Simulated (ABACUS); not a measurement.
Run report: La2O3, band-structure run (part 1 of 2)

- system: La2O3 (P-3m1, 5 atoms in the cell)
- method: Kohn-Sham DFT of a periodic cell, PBEsol, PseudoDojo NC SR 0.5 PBE stringent, no spin polarisation (ABACUS 3.10.1)

The structure derives from a Materials Project entry. It belongs to a series of runs on one base structure; here: bands on the converged density.

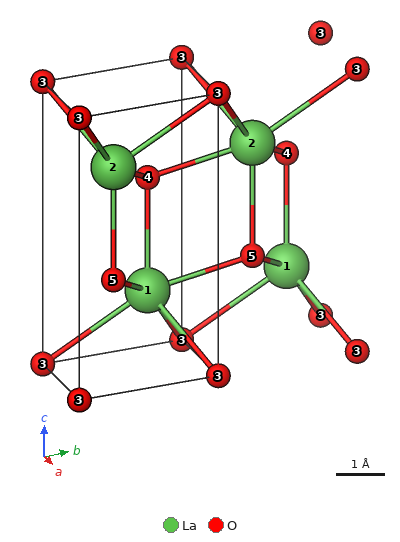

Figure 1. The input geometry (ball-and-stick view of the cell of the calculation, repeated 1 × 2 × 1, seen slightly off an axis; atoms are numbered from 1 in the order of the input). An atom can appear more than once, as a periodic image.

### The input
```
INPUT_PARAMETERS
suffix              La2O3
calculation         nscf
basis_type          pw
pseudo_dir          ./
symmetry            -1
dft_functional      pbesol
ecutwfc             111.0
pseudo_rcut         7
nspin               1
nbands              30
ks_solver           dav
smearing_method     fd
smearing_sigma      0.00367493
scf_thr             1e-08
scf_nmax            100
mixing_type         broyden
mixing_beta         0.7
init_chg            file
pw_diag_thr         1e-07
out_band            1
kpar                4
```

### File STRU
```
ATOMIC_SPECIES
La 138.9055 La.upf
O 15.9990 O.upf

LATTICE_CONSTANT
1.8897261246

LATTICE_VECTORS
3.9307778780 0.0000000000 0.0000000000
-1.9653889390 3.4041534990 0.0000000000
0.0000000000 0.0000000000 6.1119535200

ATOMIC_POSITIONS
Direct

La
0.0
2
0.3333333333 0.6666666667 0.2462356800 1 1 1
0.6666666667 0.3333333333 0.7537643200 1 1 1

O
0.0
3
0.0000000000 0.0000000000 0.0000000000 1 1 1
0.3333333333 0.6666666667 0.6458906500 1 1 1
0.6666666667 0.3333333333 0.3541093500 1 1 1
```

### File KPT
```
K_POINTS
12
Line
0.00000000 0.00000000 0.00000000 6 // G
0.50000000 0.00000000 0.00000000 6 // M
0.33333333 0.33333333 0.00000000 6 // K
0.00000000 0.00000000 0.00000000 6 // G
0.00000000 0.00000000 0.50000000 6 // A
0.50000000 0.00000000 0.50000000 6 // L
0.33333333 0.33333333 0.50000000 6 // H
0.00000000 0.00000000 0.50000000 1 // A
0.50000000 0.00000000 0.50000000 6 // L
0.50000000 0.00000000 0.00000000 1 // M
0.33333333 0.33333333 0.00000000 6 // K
0.33333333 0.33333333 0.50000000 1 // H
```

Command:
```bash
OMP_NUM_THREADS=1 mpirun -np 4 abacus > log
```

### The program's output
```
ABACUS v3.10.1

               Atomic-orbital Based Ab-initio Computation at UStc

 ------------------------------------------------------------------------------------

 READING GENERAL INFORMATION
                           global_out_dir = OUT.La2O3/
                           global_in_card = INPUT
                               pseudo_dir = ./
                              orbital_dir =
                                    DSIZE = 4
                                    GSIZE = 1

 READING UNITCELL INFORMATION
                                    ntype = 2
                  lattice constant (Bohr) = 1.88973
              lattice constant (Angstrom) = 1

 READING ATOM TYPE 1
                               atom label = La
                      L=0, number of zeta = 1
                      L=1, number of zeta = 1
                      L=2, number of zeta = 1
             number of atom for this type = 2

 READING ATOM TYPE 2
                               atom label = O
                      L=0, number of zeta = 1
                      L=1, number of zeta = 1
                      L=2, number of zeta = 1
             number of atom for this type = 3

                        TOTAL ATOM NUMBER = 5
DIRECT COORDINATES
    atom                   x                   y                   z     mag                  vx                  vy                  vz
taud_La1            0.3333333333        0.6666666667        0.2462356800  0.0000        0.0000000000        0.0000000000        0.0000000000
taud_La2            0.6666666667        0.3333333333        0.7537643200  0.0000        0.0000000000        0.0000000000        0.0000000000
taud_O1            0.0000000000        0.0000000000        0.0000000000  0.0000        0.0000000000        0.0000000000        0.0000000000
taud_O2            0.3333333333        0.6666666667        0.6458906500  0.0000        0.0000000000        0.0000000000        0.0000000000
taud_O3            0.6666666667        0.3333333333        0.3541093500  0.0000        0.0000000000        0.0000000000        0.0000000000

                          Volume (Bohr^3) = 551.905
                             Volume (A^3) = 81.7838

 Lattice vectors: (Cartesian coordinate: in unit of a_0)
             +3.93078                  +0                  +0
             -1.96539            +3.40415                  +0
                   +0                  +0            +6.11195
 Reciprocal vectors: (Cartesian coordinate: in unit of 2 pi/a_0)
            +0.254403           +0.146879                  -0
                   -0           +0.293759                  -0
                   +0                  -0           +0.163614
 The esolver type has been set to : ksdft_pw

                PAO radial cut off (Bohr) = 7

 Read in pseudopotential file is La.upf
                     pseudopotential type = NC
          exchange-correlation functional = PBE
                 nonlocal core correction = 1
                        valence electrons = 11
                                     lmax = 3
                           number of zeta = 4
                     number of projectors = 8
                           L of projector = 0
                           L of projector = 0
                           L of projector = 1
                           L of projector = 1
                           L of projector = 2
                           L of projector = 2
                           L of projector = 3
                           L of projector = 3
 XC functional updated to : pbesol
          exchange-correlation functional = PBESOL
                PAO radial cut off (Bohr) = 7

 Read in pseudopotential file is O.upf
                     pseudopotential type = NC
          exchange-correlation functional = PBE
                 nonlocal core correction = 1
                        valence electrons = 6
                                     lmax = 2
                           number of zeta = 2
                     number of projectors = 5
                           L of projector = 0
                           L of projector = 0
                           L of projector = 1
                           L of projector = 1
                           L of projector = 2
 XC functional updated to : pbesol
          exchange-correlation functional = PBESOL
     initial pseudo atomic orbital number = 32

 SETUP THE ELECTRONS NUMBER
            electron number of element La = 11
      total electron number of element La = 22
             electron number of element O = 6
       total electron number of element O = 18
            AUTOSET number of electrons:  = 40
                           occupied bands = 20
                                   NBANDS = 30
                                   NLOCAL = 45

%%%%%%%%%%%%%%%%%%%%%%%%%%%%%%%%%%%%%%%%%%%%%%%%%%%%%%%%%%%%%%%%%%%%%%%%%%%%%%%%%%%%%%%%%%%%%%%%%%%%%%%%%%
 Warning: the number of valence electrons in pseudopotential > 3 for La: [Xe] 5d1 6s2
 Pseudopotentials with additional electrons can yield (more) accurate outcomes, but may be less efficient.
 If you're confident that your chosen pseudopotential is appropriate, you can safely ignore this warning.
%%%%%%%%%%%%%%%%%%%%%%%%%%%%%%%%%%%%%%%%%%%%%%%%%%%%%%%%%%%%%%%%%%%%%%%%%%%%%%%%%%%%%%%%%%%%%%%%%%%%%%%%%%

 SETUP THE PLANE WAVE BASIS
 energy cutoff for charge/potential (unit:Ry) = 444
            fft grid for charge/potential = [ 50, 50, 80 ]
                        fft grid division = [ 1, 1, 1 ]
        big fft grid for charge/potential = [ 50, 50, 80 ]
                                     nbxx = 200000
                                     nrxx = 200000

 SETUP PLANE WAVES FOR CHARGE/POTENTIAL
                    number of plane waves = 87107
                         number of sticks = 1675

 PARALLEL PW FOR CHARGE/POTENTIAL
     PROC   COLUMNS(POT)             PW
        1           1675          87107
 --------------- sum -------------------
        1           1675          87107
                            number of |g| = 3803
                                  max |g| = 40.1356
                                  min |g| = 0

----------- Double Check Mixing Parameters Begin ------------
mixing_type: broyden
mixing_beta: 0.7
mixing_gg0: 1
mixing_gg0_min: 0.1
mixing_ndim: 8
----------- Double Check Mixing Parameters End ------------

 SETUP K-POINTS
                                    nspin = 1
                                   nkstot = 57
K-POINTS DIRECT COORDINATES
 KPOINTS    DIRECT_X    DIRECT_Y    DIRECT_Z  WEIGHT
       1  0.00000000  0.00000000  0.00000000  1.0000
       2  0.08333333  0.00000000  0.00000000  1.0000
       3  0.16666667  0.00000000  0.00000000  1.0000
       4  0.25000000  0.00000000  0.00000000  1.0000
       5  0.33333333  0.00000000  0.00000000  1.0000
       6  0.41666667  0.00000000  0.00000000  1.0000
       7  0.50000000  0.00000000  0.00000000  1.0000
       8  0.47222222  0.05555555  0.00000000  1.0000
       9  0.44444444  0.11111111  0.00000000  1.0000
      10  0.41666666  0.16666666  0.00000000  1.0000
      11  0.38888889  0.22222222  0.00000000  1.0000
      12  0.36111111  0.27777778  0.00000000  1.0000
      13  0.33333333  0.33333333  0.00000000  1.0000
      14  0.27777778  0.27777778  0.00000000  1.0000
      15  0.22222222  0.22222222  0.00000000  1.0000
      16  0.16666666  0.16666666  0.00000000  1.0000
      17  0.11111111  0.11111111  0.00000000  1.0000
      18  0.05555555  0.05555555  0.00000000  1.0000
      19  0.00000000  0.00000000  0.00000000  1.0000
      20  0.00000000  0.00000000  0.08333333  1.0000
      21  0.00000000  0.00000000  0.16666667  1.0000
      22  0.00000000  0.00000000  0.25000000  1.0000
      23  0.00000000  0.00000000  0.33333333  1.0000
      24  0.00000000  0.00000000  0.41666667  1.0000
      25  0.00000000  0.00000000  0.50000000  1.0000
      26  0.08333333  0.00000000  0.50000000  1.0000
      27  0.16666667  0.00000000  0.50000000  1.0000
      28  0.25000000  0.00000000  0.50000000  1.0000
      29  0.33333333  0.00000000  0.50000000  1.0000
      30  0.41666667  0.00000000  0.50000000  1.0000
[... 27 further k points ...]

           k-point number in this process = 15
       minimum distributed K point number = 14

[... K-POINTS CARTESIAN COORDINATES: 15 rows ...]

[... K-POINTS DIRECT COORDINATES: 15 rows ...]

 SETUP PLANE WAVES FOR WAVE FUNCTIONS
     energy cutoff for wavefunc (unit:Ry) = 111
              fft grid for wave functions = [ 50, 50, 80 ]
                    number of plane waves = 12839
                         number of sticks = 475

 PARALLEL PW FOR WAVE FUNCTIONS
     PROC   COLUMNS(POT)             PW
        1            475          12839
 --------------- sum -------------------
        1            475          12839

 SETUP NONLOCAL PSEUDOPOTENTIALS IN PLANE WAVE BASIS
 La non-local projectors:
 projector 1 L=0
 projector 2 L=0
 projector 3 L=1
 projector 4 L=1
 projector 5 L=2
 projector 6 L=2
 projector 7 L=3
 projector 8 L=3
 O non-local projectors:
 projector 1 L=0
 projector 2 L=0
 projector 3 L=1
 projector 4 L=1
 projector 5 L=2
      TOTAL NUMBER OF NONLOCAL PROJECTORS = 103

 Init Non-Local PseudoPotential table :
 Init Non-Local-Pseudopotential done.

                                     npwx = 10933

 Make real space PAO into reciprocal space.
       max mesh points in Pseudopotential = 701
     dq(describe PAO in reciprocal space) = 0.01
                                    max q = 1269

 number of pseudo atomic orbitals for La is 4
WARNING: norm of atomic wavefunction # 2 of atomic type La is 0.999998, renormalized
WARNING: norm of atomic wavefunction # 3 of atomic type La is 0.993156, renormalized
WARNING: norm of atomic wavefunction # 4 of atomic type La is 0.96725, renormalized

 number of pseudo atomic orbitals for O is 2
WARNING: norm of atomic wavefunction # 2 of atomic type O is 0.999977, renormalized

 -------------------------------------------
 NONSELF-CONSISTENT
 -------------------------------------------
                                 init_chg = file
 try to read charge from file
 Read in the charge density: OUT.La2O3//La2O3-CHARGE-DENSITY.restart

 PW ALGORITHM --------------- ION=   1  ELEC=   1--------------------------------

 k(1/57) Iter steps (avg)=60 threshold=1e-07

 k(2/57) Iter steps (avg)=60 threshold=1e-07
```
